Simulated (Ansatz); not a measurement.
Run report: Al, geometry relaxation

The run: geometry relaxation of Al (slab, 3 atoms in the cell). Method and program: DFT, PBE, PAW with Ansatz's default frozen-core files, scalar-relativistic, no spin polarisation (Ansatz 0.2.0).

It belongs to a series of runs on one base structure; here: atoms relaxed, PAW files. Figures and captions count atoms from 1; the log counts them from 0 in places.

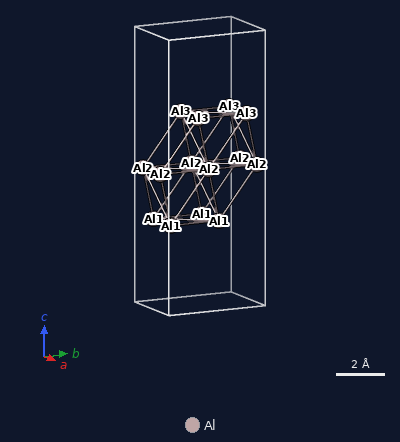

Fig. 1: The starting structure (ball-and-stick view of the 2 × 2 repeat of the cell, with the vacuum cut short, seen slightly off an axis; atoms are numbered from 1 in the order of the input). Near neighbours in the crystal (not all of them lie inside the picture): Al has 9 Al at 2.86 Å; Al has 12 Al at 2.86 Å.

### Results in brief

- outcome: converged
- electrons treated: 9
- free energy: −1611.8284 eV
- Fermi energy: 0.143 eV
- final volume: 146.14 Å³
- largest force (length of the vector) at the end: 0.001 eV/Å
- hardware: 1 thread of Arm Neoverse V1, 24 GiB of memory available, shared host
- wall time: 18 s
- peak memory: 0.38 GiB

### Remarks

The program warns: the SCF threshold is looser than advised for the printed stress.

### Input file
```yaml
crystal:
  lattice:
    - [2.8574853682, 0.0, 0.0]
    - [-1.4287426841, 2.4746549198, 0.0]
    - [0.0, 0.0, 20.6663]
  atoms:
    - { symbol: Al, position: [0.1666666665, 0.3333333335, 0.3871047536] }
    - { symbol: Al, position: [0.5000000005, 0.9999999995, 0.4999999997] }
    - { symbol: Al, position: [0.8333333335, 0.6666666665, 0.6128952464] }
kpoints:
  mp_grid: { grid: [16, 16, 1] }
scf:
  occupations: { method: fermi_dirac, width: 0.08 }
hamiltonian:
  xc: pbe
  pseudopotentials: { kind: paw }
output:
  forces: true
  stress: true
  eigenvalues: true
relax:
  f_tol: 0.01
  max_steps: 40
efield:
  axis: 3
  amplitude: 0
  dipole_correction: true
```

Run as:
```bash
ansatz run input.yaml --threads 1 --pin off --max-ram 3584MiB --backend cpu --events-out ev --progress --plain --runs-dir out
```

### Output
```
Warning: output.stress: scf.convergence.dr2_threshold = 1e-7 eV (the SCF's general default) is looser than the 3e-10 eV advised for a printed stress (1e-10 eV for each atom of the cell: 3). What an SCF threshold leaves in a stress goes as its square root, and in the free energy as the threshold itself, and one threshold admits the most on a small cell: of the crystals measured, under no hybrid functional and no lock of the moments, on runs that ended without the residual-converged pass, on stresses that held no estimate of that error, the worst erred by over 100 MPa in a component at 1e-7 eV an atom and by under 5 at 1e-10. Every solve of this run answers to scf.convergence.dr2_threshold, and the tensor of one is reported: a single SCF on the reported geometry and on this run's grids (its basis.xc_grid and basis.ecutrho_ratio typed), with scf.convergence.dr2_threshold at 3e-10 eV or tighter, prints it and tightens no other solve. Else set scf.convergence.dr2_threshold to 3e-10 eV or tighter. The threshold is an SCF's pass mark: one that does not reach it within its budget of iterations ends unconverged, or closes short of it on a stop that the run arms, and scf.convergence.dr2_threshold's page says what that costs each kind of run
Engine: ansatz 0.2.0, aarch64-unknown-linux-gnu
Pseudopotentials: kind: paw
Pseudopotential: Al, paw, valence charge 3, recommended cutoff 420 eV (normal), Al.paw.azcp
Functional definition: PBE
  parameter kappa = 0.804
  parameter beta = 0.06672455060314922
  exchange = pbe_x(kappa = kappa, mu = beta*pi^2/3)
  correlation = pbe_c(beta = beta)
Crystal: 3 atoms, lattice volume = 146.137 Å³
Basis set: ecut = 420 eV, 2853 PW (Γ), exchange–correlation on 40×40×288 points (8 copies of the dense FFT grid, shifted against one another)
Bands: 9, of which v1, the nominal top of the filled ones, is band 5 counted from 1 (4 counted from 0)
Symmetry: 6 space group operations
k-points: 30 of 256 (time reversal used)
Non-local potential: Al, projectors of the file, l = 0: 2, l = 1: 2, l = 2: 1
PAW form: soft (Blöchl's): semilocal exchange-correlation on the pseudo side does not see the compensation charge
PAW one-centre angular grid: Al, 110 points (default); XC on 64 Gauss nodes
Initial density: superposition of atomic densities (neutral atoms: chi_scale 0, normalization atom), corrected by the library's trained network
Initial wavefunctions: pseudopotential atomic-orbital guess
Functional: x = pbe(κ = 0.804, μ = 0.2195149727645171), c = pbe(β = 0.06672455060314922)
SCF iter   1: F=—  HF=-1611.832011 eV  |F-HF|=—  |Δ(HF+E_count)|=         —  Δρ=1.61e-3  dr2=3.85e-2  ethr=1.77e-3  p=0.000 e·Å  D=1.51e-10 V/Å  ΔV_dip=-0.00 eV  dr2_dipole=8.66e-7  V_vac-E_F(+/−)=4.01/4.01 eV  ⟨swp⟩=8.6  Hψ=2695  notcnv=0
efield: sawtooth ramp at fractional position 0.9500 (placed from the atoms, in the widest stretch of the axis that holds none; the zero of the levels goes with the place), width 0.1000; the density the first Hamiltonian is built on has a dipole p = 0.000 e·Å; the dipole correction subtracts the counter field D = 1.51e-10 V/Å, which shifts the + side's vacuum level by -0.00 eV against the − side's; the planar-averaged density in the ramp window peaks in size at 2.3e-5 e/Å³
preconditioner: auto → LDOS  [metal: Δε(μ)=0.122 eV  Ē_g=7.026 eV  σ=0.080 eV  W_gap=0.34  n_scr=10 (ndim 8)  ℏωp=9.2 eV  f_vac=0.526  D(μ)=1.19/eV (n_scr^D=6)  β→1.0]
SCF iter   2: F=—  HF=-1611.827532 eV  |F-HF|=—  |Δ(HF+E_count)|=   4.48e-3  Δρ=7.07e-4  dr2=3.14e-3  ethr=4.27e-4  p=0.000 e·Å  D=9.16e-5 V/Å  ΔV_dip=-0.00 eV  dr2_dipole=1.58e-6  V_vac-E_F(+/−)=3.87/3.87 eV  ⟨swp⟩=1.9  Hψ=586  notcnv=0
SCF iter   3: F=—  HF=-1611.827532 eV  |F-HF|=—  |Δ(HF+E_count)|=   2.35e-7  Δρ=1.49e-4  dr2=2.61e-4  ethr=3.49e-5  p=-0.000 e·Å  D=-5.00e-6 V/Å  ΔV_dip=0.00 eV  dr2_dipole=5.29e-9  V_vac-E_F(+/−)=3.91/3.91 eV  ⟨swp⟩=2.4  Hψ=399  notcnv=0
SCF iter   4: F=—  HF=-1611.827522 eV  |F-HF|=—  |Δ(HF+E_count)|=   9.72e-6  Δρ=2.41e-5  dr2=4.06e-6  ethr=2.90e-6  p=-0.000 e·Å  D=-3.47e-6 V/Å  ΔV_dip=0.00 eV  dr2_dipole=2.37e-9  V_vac-E_F(+/−)=3.89/3.89 eV  ⟨swp⟩=2.1  Hψ=354  notcnv=0
iter 5 did not close the SCF: its close was put off for the readings that it lacked (scf_convergence_deferred on its scf_iter line)
SCF iter   5: F=-1611.827525 eV  HF=-1611.827525 eV  |F-HF|=7.77e-8  |Δ(HF+E_count)|=   2.32e-6  Δρ=5.08e-6  dr2=4.47e-8  ethr=4.51e-8  p=0.000 e·Å  D=2.30e-7 V/Å  ΔV_dip=-0.00 eV  dr2_dipole=2.25e-11  V_vac-E_F(+/−)=3.89/3.89 eV  ⟨swp⟩=2.2  Hψ=409  notcnv=0
iter 6 did not close the SCF: its close was put off until two iterations running show no level that it waits for move by more than its bar (scf_convergence_deferred on its scf_iter line)
SCF iter   6: F=-1611.827525 eV  HF=-1611.827525 eV  |F-HF|=4.18e-9  |Δ(HF+E_count)|=   8.70e-8  Δρ=6.89e-7  dr2=4.10e-9  ethr=4.96e-10  p=0.000 e·Å  D=1.72e-7 V/Å  ΔV_dip=-0.00 eV  dr2_dipole=2.00e-11  V_vac-E_F(+/−)=3.89/3.89 eV  ⟨swp⟩=4.5  Hψ=1488  notcnv=0
SCF iter   7: F=-1611.827525 eV  HF=-1611.827525 eV  |F-HF|=4.31e-10  |Δ(HF+E_count)|=   6.01e-9  Δρ=1.87e-7  dr2=3.69e-10  ethr=4.56e-11  p=-0.000 e·Å  D=-4.26e-7 V/Å  ΔV_dip=0.00 eV  dr2_dipole=1.03e-12  V_vac-E_F(+/−)=3.89/3.89 eV  ⟨swp⟩=1.7  Hψ=879  notcnv=0
SCF 1 converged in 7 iterations: F = -1611.827525 eV  dr2 = 3.69e-10
  greatest PAW one-centre occupation: 0.465 electrons in one spin orbital (limit 2), on the Al atom at site 2 (counted from 0), in its partial waves of l = 0
relax step   1: F+E_penalty+E_count = -1611.82752465 eV  Δ(F+E_penalty+E_count) = +0.000e0 eV  max|allowed force component| = 5.497e-2 eV/Å  Δτ_max = 0.0000 Å  (7 SCF iters, dr2 threshold 2.50e-6 eV, accepted)
Initial density: handed on by an earlier stage of this run
Initial wavefunctions: those handed on with the density
iter 1 solved again at ethr=5.02e-5 eV; its pass at ethr=3.10e-3 eV (dr2=4.52e-3 eV) is discarded
SCF iter   1: F=—  HF=-1611.828600 eV  |F-HF|=—  |Δ(HF+E_count)|=         —  Δρ=6.54e-4  dr2=4.73e-3  ethr=5.02e-5  p=-0.000 e·Å  D=-4.26e-7 V/Å  ΔV_dip=0.00 eV  dr2_dipole=4.43e-12  V_vac-E_F(+/−)=3.92/3.92 eV  ⟨swp⟩=1.9  Hψ=1518  notcnv=0
efield: sawtooth ramp at fractional position 0.9500 (handed on by an earlier solve), width 0.1000; the density the first Hamiltonian is built on has a dipole p = -0.000 e·Å; the dipole correction subtracts the counter field D = -4.26e-7 V/Å, which shifts the + side's vacuum level by +0.00 eV against the − side's; the planar-averaged density in the ramp window peaks in size at 3.1e-7 e/Å³
preconditioner: auto → LDOS  [metal: Δε(μ)=0.084 eV  Ē_g=7.007 eV  σ=0.080 eV  W_gap=0.25  n_scr=10 (ndim 8)  ℏωp=9.2 eV  f_vac=0.535  D(μ)=1.18/eV (n_scr^D=6)  β→1.0]
SCF iter   2: F=—  HF=-1611.827984 eV  |F-HF|=—  |Δ(HF+E_count)|=   6.16e-4  Δρ=3.09e-4  dr2=6.25e-4  ethr=5.02e-5  p=0.000 e·Å  D=7.04e-7 V/Å  ΔV_dip=-0.00 eV  dr2_dipole=4.31e-12  V_vac-E_F(+/−)=3.90/3.90 eV  ⟨swp⟩=2.0  Hψ=340  notcnv=0
SCF iter   3: F=—  HF=-1611.827940 eV  |F-HF|=—  |Δ(HF+E_count)|=   4.41e-5  Δρ=5.80e-5  dr2=2.44e-5  ethr=6.94e-6  p=-0.000 e·Å  D=-3.55e-7 V/Å  ΔV_dip=0.00 eV  dr2_dipole=1.34e-12  V_vac-E_F(+/−)=3.92/3.92 eV  ⟨swp⟩=2.0  Hψ=380  notcnv=0
SCF iter   4: F=—  HF=-1611.827990 eV  |F-HF|=—  |Δ(HF+E_count)|=   4.95e-5  Δρ=1.03e-5  dr2=2.25e-7  ethr=2.71e-7  p=0.000 e·Å  D=2.26e-8 V/Å  ΔV_dip=-0.00 eV  dr2_dipole=3.39e-13  V_vac-E_F(+/−)=3.93/3.93 eV  ⟨swp⟩=2.2  Hψ=382  notcnv=0
iter 5 did not close the SCF: its close was put off until two iterations running show no level that it waits for move by more than its bar (scf_convergence_deferred on its scf_iter line)
SCF iter   5: F=-1611.827990 eV  HF=-1611.827990 eV  |F-HF|=2.89e-8  |Δ(HF+E_count)|=   2.44e-7  Δρ=2.30e-6  dr2=1.60e-8  ethr=2.10e-9  p=-0.000 e·Å  D=-1.96e-7 V/Å  ΔV_dip=0.00 eV  dr2_dipole=3.94e-13  V_vac-E_F(+/−)=3.93/3.93 eV  ⟨swp⟩=8.2  Hψ=1772  notcnv=0
iter 6 did not close the SCF: its close was put off until two iterations running show no level that it waits for move by more than its bar (scf_convergence_deferred on its scf_iter line)
SCF iter   6: F=-1611.827990 eV  HF=-1611.827990 eV  |F-HF|=1.31e-9  |Δ(HF+E_count)|=   3.53e-8  Δρ=3.62e-7  dr2=1.91e-10  ethr=1.78e-10  p=-0.000 e·Å  D=-2.12e-8 V/Å  ΔV_dip=0.00 eV  dr2_dipole=7.15e-14  V_vac-E_F(+/−)=3.93/3.93 eV  ⟨swp⟩=2.6  Hψ=1084  notcnv=0
SCF iter   7: F=-1611.827990 eV  HF=-1611.827990 eV  |F-HF|=3.82e-11  |Δ(HF+E_count)|=   1.29e-9  Δρ=5.85e-8  dr2=1.32e-11  ethr=2.13e-12  p=-0.000 e·Å  D=-1.24e-7 V/Å  ΔV_dip=0.00 eV  dr2_dipole=2.41e-14  V_vac-E_F(+/−)=3.93/3.93 eV  ⟨swp⟩=1.7  Hψ=920  notcnv=0
SCF 2 converged in 7 iterations: F = -1611.827990 eV  dr2 = 1.32e-11
relax step   2: F+E_penalty+E_count = -1611.82799002 eV  Δ(F+E_penalty+E_count) = -4.654e-4 eV  max|allowed force component| = 3.919e-2 eV/Å  Δτ_max = 0.0273 Å  (7 SCF iters, dr2 threshold 1.89e-7 eV, accepted)
SCF iter   1: F=—  HF=-1611.828507 eV  |F-HF|=—  |Δ(HF+E_count)|=         —  Δρ=2.59e-4  dr2=7.53e-4  ethr=8.15e-5  p=-0.000 e·Å  D=-1.24e-7 V/Å  ΔV_dip=0.00 eV  dr2_dipole=3.46e-12  V_vac-E_F(+/−)=3.92/3.92 eV  ⟨swp⟩=2.4  Hψ=1017  notcnv=0
efield: sawtooth ramp at fractional position 0.9500 (handed on by an earlier solve), width 0.1000; the density the first Hamiltonian is built on has a dipole p = -0.000 e·Å; the dipole correction subtracts the counter field D = -1.24e-7 V/Å, which shifts the + side's vacuum level by +0.00 eV against the − side's; the planar-averaged density in the ramp window peaks in size at 2.5e-7 e/Å³
preconditioner: auto → LDOS  [metal: Δε(μ)=0.053 eV  Ē_g=6.981 eV  σ=0.080 eV  W_gap=0.16  n_scr=10 (ndim 8)  ℏωp=9.2 eV  f_vac=0.533  D(μ)=1.23/eV (n_scr^D=8)  β→1.0]
SCF iter   2: F=—  HF=-1611.828400 eV  |F-HF|=—  |Δ(HF+E_count)|=   1.07e-4  Δρ=1.23e-4  dr2=9.14e-5  ethr=8.36e-6  p=-0.000 e·Å  D=-1.27e-7 V/Å  ΔV_dip=0.00 eV  dr2_dipole=5.13e-15  V_vac-E_F(+/−)=3.92/3.92 eV  ⟨swp⟩=1.8  Hψ=576  notcnv=0
SCF iter   3: F=—  HF=-1611.828420 eV  |F-HF|=—  |Δ(HF+E_count)|=   2.05e-5  Δρ=2.42e-5  dr2=4.73e-6  ethr=1.02e-6  p=0.000 e·Å  D=1.79e-8 V/Å  ΔV_dip=-0.00 eV  dr2_dipole=4.59e-14  V_vac-E_F(+/−)=3.91/3.91 eV  ⟨swp⟩=2.2  Hψ=401  notcnv=0
SCF iter   4: F=—  HF=-1611.828421 eV  |F-HF|=—  |Δ(HF+E_count)|=   6.73e-7  Δρ=5.38e-6  dr2=1.83e-7  ethr=5.26e-8  p=-0.000 e·Å  D=-6.93e-8 V/Å  ΔV_dip=0.00 eV  dr2_dipole=1.10e-13  V_vac-E_F(+/−)=3.91/3.91 eV  ⟨swp⟩=1.8  Hψ=342  notcnv=0
iter 5 did not close the SCF: its close was put off until two iterations running show no level that it waits for move by more than its bar (scf_convergence_deferred on its scf_iter line)
SCF iter   5: F=-1611.828421 eV  HF=-1611.828421 eV  |F-HF|=1.02e-8  |Δ(HF+E_count)|=   3.33e-8  Δρ=1.03e-6  dr2=1.79e-9  ethr=1.11e-9  p=-0.000 e·Å  D=-2.14e-8 V/Å  ΔV_dip=0.00 eV  dr2_dipole=3.13e-14  V_vac-E_F(+/−)=3.91/3.91 eV  ⟨swp⟩=7.4  Hψ=1521  notcnv=0
iter 6 did not close the SCF: its close was put off until two iterations running show no level that it waits for move by more than its bar (scf_convergence_deferred on its scf_iter line)
SCF iter   6: F=-1611.828421 eV  HF=-1611.828421 eV  |F-HF|=3.23e-10  |Δ(HF+E_count)|=   1.04e-8  Δρ=1.74e-7  dr2=1.54e-10  ethr=1.99e-11  p=-0.000 e·Å  D=-4.36e-8 V/Å  ΔV_dip=0.00 eV  dr2_dipole=2.62e-15  V_vac-E_F(+/−)=3.91/3.91 eV  ⟨swp⟩=2.1  Hψ=965  notcnv=0
SCF iter   7: F=-1611.828421 eV  HF=-1611.828421 eV  |F-HF|=3.87e-12  |Δ(HF+E_count)|=  4.24e-10  Δρ=1.71e-8  dr2=7.57e-13  ethr=1.71e-12  p=-0.000 e·Å  D=-2.54e-8 V/Å  ΔV_dip=0.00 eV  dr2_dipole=1.27e-15  V_vac-E_F(+/−)=3.91/3.91 eV  ⟨swp⟩=1.3  Hψ=837  notcnv=0
SCF 3 converged in 7 iterations: F = -1611.828421 eV  dr2 = 7.57e-13
relax step   3: F+E_penalty+E_count = -1611.82842100 eV  Δ(F+E_penalty+E_count) = -4.310e-4 eV  max|allowed force component| = 1.198e-3 eV/Å  Δτ_max = 0.0107 Å  (7 SCF iters, accepted)
```

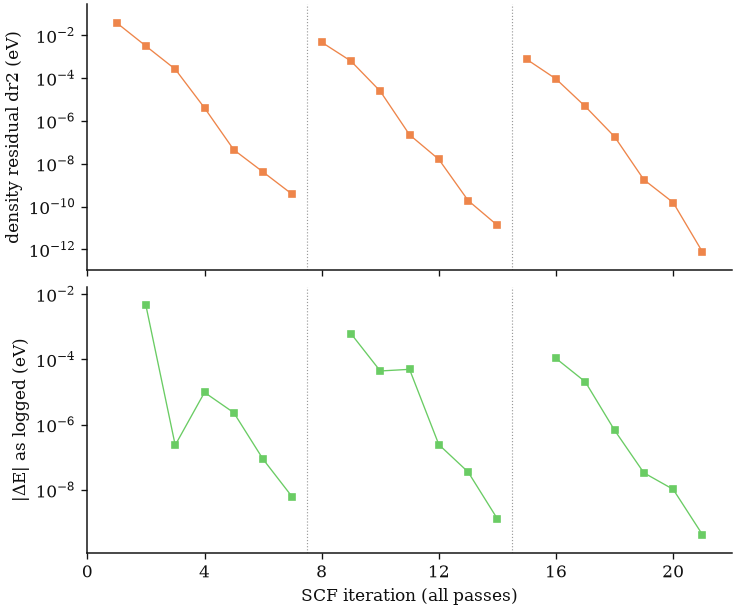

Fig. 2: Convergence of the self-consistent field: density residual dr2 and size of the energy change against the SCF iteration. The dotted lines part the SCF passes of the relaxation: geometry steps, rejected trials and re-solves on a re-selected basis. The passes take 7, 7 and 7 iterations.

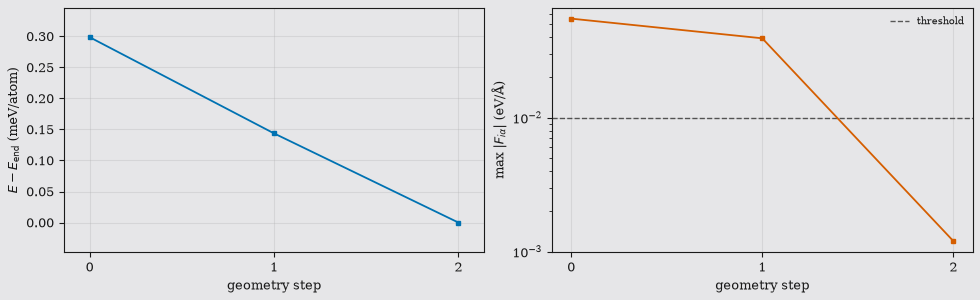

Fig. 3: Progress of the relaxation, step by step (the first geometry is step 0 here and step 1 in the log).

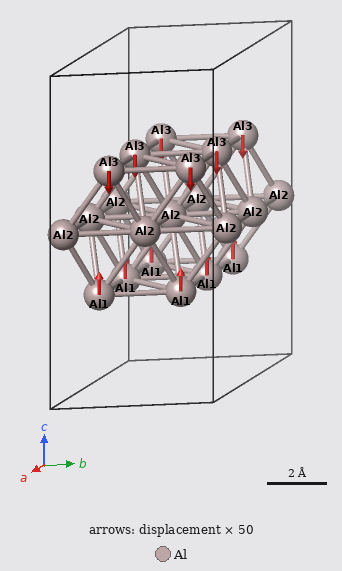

Fig. 4: The starting structure with the displacements as red arrows, magnified 50 times (ball-and-stick view of the 3 × 2 repeat of the cell, with the vacuum cut short, seen slightly off an axis). The energy falls by 0.3 meV per atom in 2 geometry steps. The largest force component goes from 0.055 to 0.0012 eV/Å. The largest moves, 0.017 Å, are those of Al1 and Al3. The cell stays as it was. Among the contacts that change: Al1–Al2 2.857 → 2.844 Å. (Atoms are counted from 1 in the order of the input.)

```
SCF converged after 7 iterations
Free energy (F): -1611.828421 eV
Harris-Foulkes:  -1611.828421 eV  (|F-HF|=3.87e-12)
Internal energy: -1611.802976 eV  (E = F + TS)
E sigma→0 (E₀):  -1611.815698 eV
Entropy (-TS):   -0.025445 eV (-8.482 meV/atom)
Fermi energy:    0.142860 eV
Dipole field:    D = -0.000000 V/Å  (p = -0.000000 e·Å, saw-weighted, corrected)
Work function:   Φ+ = 3.9129 eV   Φ− = 3.9129 eV
Levels:          The Fermi level and band energies are counted from a zero that moves with the ramp; work functions are not
--- Per-component energies (eV) ---
  E_band       = -35.437685
  E_kinetic    = 64.950646
  E_local      = -1561.067420  (includes V_loc(G=0)·N_el)
  E_nonlocal   = 31.497592
  E_hartree    = 762.141268
  E_xc         = -117.211423
  E_vxc        = -84.170438  (∫ρ·V_xc dr)
  E_paw        = -1401.928084  (= ΣΔE_a)
  E_vpaw       = -10.930567  (= ΣTr[D̂ρ^β])
  E_aug_tail   = -0.000006  (compensation charges beyond the density's cutoff)
  E_efield     = 0.000000  (sawtooth field / dipole correction)
  E_vefield    = 0.000000  (∫n·V_field dr)
  E_ewald      = 609.814452
  E_smearing   = -0.025445  (= −TS)
  E_closure    = -0.000000  (closes the sum)
  Σ components = -1611.828421   (vs F -1611.828421, Δ=0.00e0)
--- Forces (eV/Å), atoms counted from 1 ---
  atom   1  Al    -0.00000000     0.00000000    -0.00119301
  atom   2  Al    -0.00000000     0.00000000    -0.00000536
  atom   3  Al     0.00000000    -0.00000000     0.00119841
  max |Σ_I F_I| component: 3.34e-8 eV/Å
--- Stress (GPa, compression-positive) ---
       -0.897538      -0.000000      -0.000000
        0.000000      -0.897538       0.000000
       -0.000000       0.000000       0.005759
  P = ⅓ Tr σ = -0.5964 GPa (-5.964 kbar)
--- Band table (eV; the first three rows and the last of 30) ---
  k-point 0: bands = ["-10.3934", "-8.7000", "-6.0365", "-2.9244", "0.6030", "3.0837", "3.8500", "5.0546", "5.0832"]
  k-point 1: bands = ["-10.2994", "-8.6067", "-5.9433", "-2.8357", "0.6915", "3.1747", "3.9445", "5.1477", "5.1727"]
  k-point 2: bands = ["-10.0176", "-8.3270", "-5.6645", "-2.5700", "0.9546", "3.4443", "4.2271", "5.4181", "5.4352"]
  k-point 29: bands = ["-3.5190", "-2.1309", "-2.0969", "-1.9768", "-0.6184", "-0.3018", "1.0820", "2.2145", "2.5198"]
--- Relaxed structure (3 steps of the walk, 3 accepted, 0 SCFs on fresh bases) ---
  F+E_penalty+E_count = -1611.82842100 eV   max|allowed force component| = 1.198e-3 eV/Å
  atoms:
    - { symbol: Al, position: [0.16666666666666666, 0.3333333333333333, 0.387904315444511] }
    - { symbol: Al, position: [0.5000000000000001, 1.0000000000000002, 0.5000000294000518] }
    - { symbol: Al, position: [0.8333333333333335, 0.6666666666666666, 0.6120956548554373] }
```

### Trajectory as extended XYZ (Å, eV, eV/Å), 3 frames, from step=1 to step=3
```
3
Lattice="2.8575 0.0000 0.0000 -1.4287 2.4747 0.0000 0.0000 0.0000 20.6663" Properties=species:S:1:pos:R:3:forces:R:3 step=1 energy=-1611.82752
Al    0.0000    0.8249    8.0000    0.0000   0.0000   0.0550
Al    0.0000    2.4747   10.3331    0.0000   0.0000   0.0000
Al    1.4287    1.6498   12.6663    0.0000   0.0000  -0.0550
3
Lattice="2.8575 0.0000 0.0000 -1.4287 2.4747 0.0000 0.0000 0.0000 20.6663" Properties=species:S:1:pos:R:3:forces:R:3 step=2 energy=-1611.82799
Al    0.0000    0.8249    8.0273    0.0000   0.0000  -0.0392
Al    0.0000    2.4747   10.3332    0.0000   0.0000   0.0000
Al    1.4287    1.6498   12.6390    0.0000   0.0000   0.0392
3
Lattice="2.8575 0.0000 0.0000 -1.4287 2.4747 0.0000 0.0000 0.0000 20.6663" Properties=species:S:1:pos:R:3:forces:R:3 step=3 energy=-1611.82842
Al    0.0000    0.8249    8.0165    0.0000   0.0000  -0.0012
Al    0.0000    2.4747   10.3332    0.0000   0.0000   0.0000
Al    1.4287    1.6498   12.6498    0.0000   0.0000   0.0012
```
